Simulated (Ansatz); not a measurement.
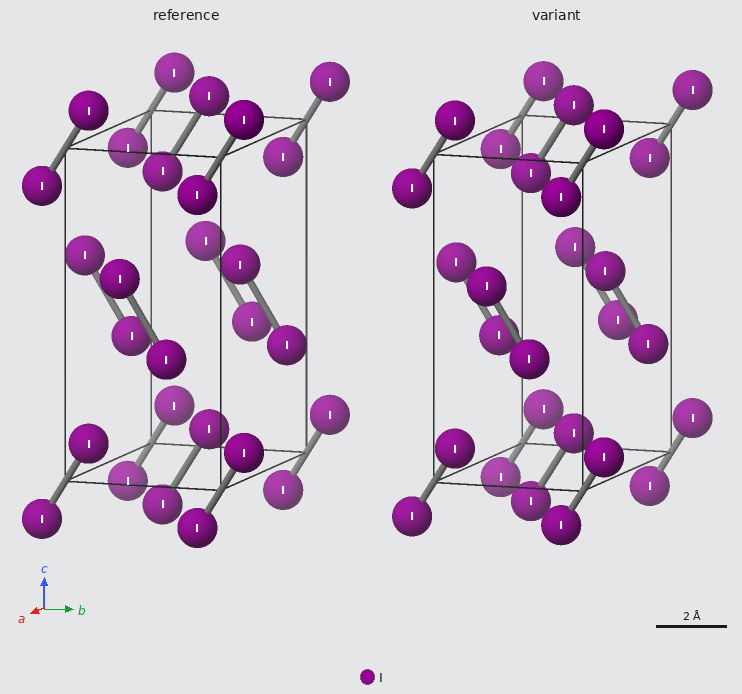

Left: a symmetric starting cell of I. Right: the same structure after one change, at the same scale. A ball-and-stick model of the conventional cell (2 times the calculation's cell), seen slightly off an axis. Lengths and directions refer to the drawn axes.

Method: DFT LDA, scalar-relativistic, plane waves, PAW in Ansatz. Set-up: plane-wave cutoff 420 eV; k-point mesh 8 × 8 × 4; occupations gaussian; smearing width 0.02 eV; no spin polarisation.

> What distinguishes the right structure from the left one?

The cell is strained by +3.2 % along a, −1.5 % along c, −4.1 % along b (volume −2.5 %) and atoms are displaced by 0.10 Å relative to the cell. No relaxation follows. The starting cell wasn't computed here and needn't be at equilibrium, so pressure and forces aren't due to the change alone.

> And its effect?

Some distances before and after: I–I 2.703 → 2.453 Å. The space group stays Cmce (No. 64). The pressure is 5.2 GPa (not all of it need come from the change, since the unchanged cell can be under pressure at this level too). The principal stresses (compression positive) are 12.4 GPa along c, 4.4 GPa along b, −1.1 GPa along a. The largest forces, 4.2 eV/Å, act on 4 I atoms of the calculation's cell. The forces point straight back along the displacements (cosine −0.97).
